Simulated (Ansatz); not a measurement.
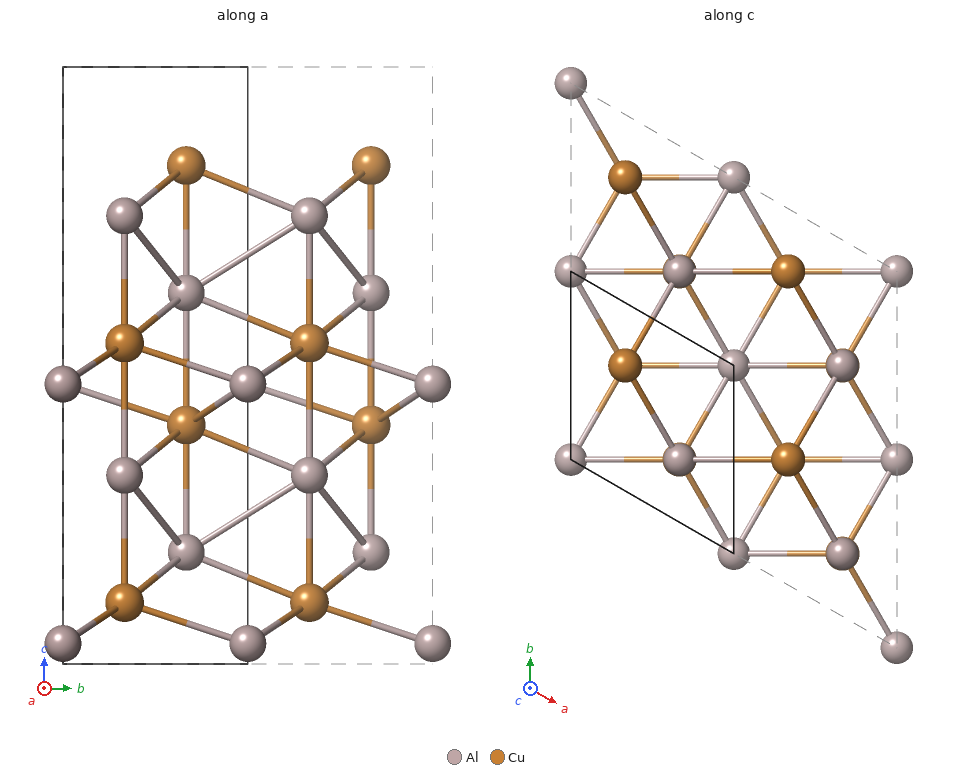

Ball-and-stick representation of a periodic structure, projected along the a axis and along the c axis. The drawing covers 2×2×1 cells, and the solid lines enclose one conventional unit cell.

Al3Cu2, space group P3m1 (No. 156), a = 4.10 Å, b = 4.10 Å, c = 11.46 Å, α = 90.00°, β = 90.00°, γ = 120.00°.

Electronic-structure method: DFT PBEsol, scalar-relativistic, plane waves, PAW in Ansatz. Parameters: a kinetic-energy cutoff of 420 eV, k-points about 0.14 Å⁻¹ apart, Gaussian smearing of 0.15 eV, no spin polarisation.

Is the electronic structure metallic or gapped?

A metal: bands cross the Fermi level.

State the hydrostatic pressure.

The computed pressure is -3.3 GPa (stretched: it would shrink).

Provenance: a structure listed in the Materials Project. The cell was then strained or its atoms displaced on purpose. A calculation with Ansatz used it as input.

At this level of theory the run's own cell isn't at rest (forces up to 1.0 eV/Å), so its distances can differ from those at equilibrium, the more so the softer the solid.
